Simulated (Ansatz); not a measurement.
The calculation's input:

```
crystal:
  lattice:
    - [1.4905529752, 0.8605711615, 10.1748178522]
    - [-1.4905529752, 0.8605711615, 10.1748178522]
    - [0.0, -1.7211423229, 10.1748178522]
  atoms:
    - { symbol: Al, position: [0.5, 0.5, 0.5] }
    - { symbol: Ga, position: [0.7533421151, 0.7533421151, 0.7533421151] }
    - { symbol: Ga, position: [0.2466578849, 0.2466578849, 0.2466578849] }
    - { symbol: Ga, position: [0.0, 0.0, 0.0] }
    - { symbol: "N", position: [0.8703957504, 0.8703957504, 0.8703957504] }
    - { symbol: "N", position: [0.1296042496, 0.1296042496, 0.1296042496] }
basis:
  ecutwfc: 420
kpoints:
  mp_grid: { grid: [12, 12, 12] }
hamiltonian:
  xc: pbe
scf:
  occupations: { method: gaussian, width: 0.1 }
output:
  forces: true
  stress: true
  eigenvalues: true
  write_density: true
  write_potential: true
  elf: true
  volumetric_format: npy
relax:
  adjacent_minimum: "off"
  f_tol: 0.01
  max_steps: 80
  cell: { stress_tol: 0.05 }
```

Launched as:

```sh
ansatz run input.yaml --threads 1 --pin off --max-ram 2560MiB --backend cpu --events-out ev --progress --plain --runs-dir out
```

Below, planes, directions and counts refer to the conventional cell (a = 2.98 Å, b = 2.98 Å, c = 30.89 Å, α = 90.00°, β = 90.00°, γ = 120.00°).

The fields are those of the relaxed geometry.

Space group R-3m; a structure generated by program, which may or may not match a known phase.

All numbers below come from DFT PBE, scalar-relativistic, plane waves, PAW in Ansatz 0.2.0.

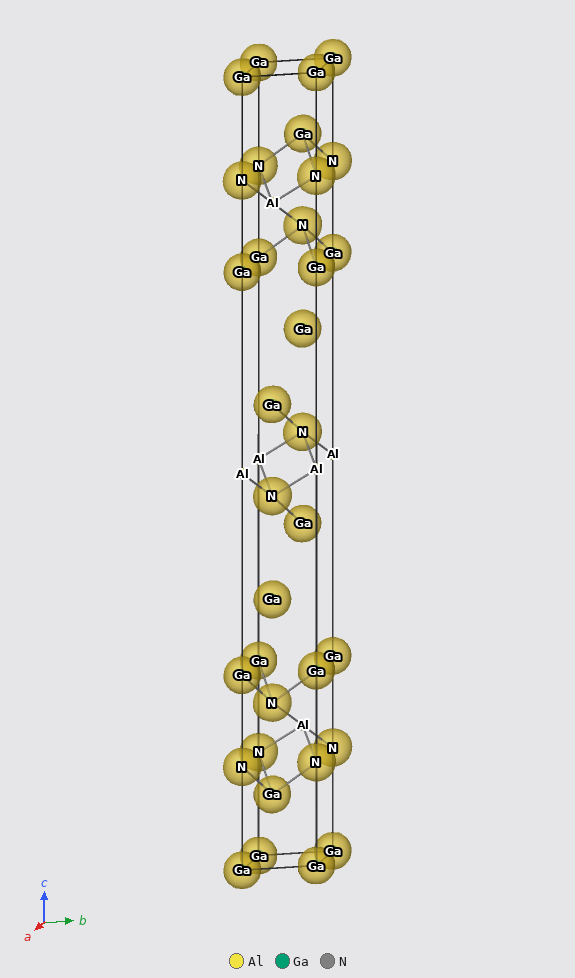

AlGa$_{3}$N$_{2}$. Isosurface of the valence charge density (pseudo) at 1 e/Å³ (yellow), seen slightly off an axis. Sticks mark near contacts.

In a PAW calculation such maps are meaningful between the atoms, not at the nuclei.

Question: What does this surface tell about the bonding?

Answer: At this value the density breaks into separate islands; it holds about 65 % of the electrons treated as valence (semicore included). It bridges none of the near contacts. It is pinched off along the shortest Al–N (2.06 Å) and Ga–N (2.16 Å) contacts. On the grid the lowest density along these lines, outside the cores, is 0.39 e/Å³ (Al–N, 2.06 Å) and 0.46 e/Å³ (Ga–N, 2.16 Å).

Question: Metal or insulator at this level of theory?

Answer: It is gapless in this calculation (a metal or semimetal).
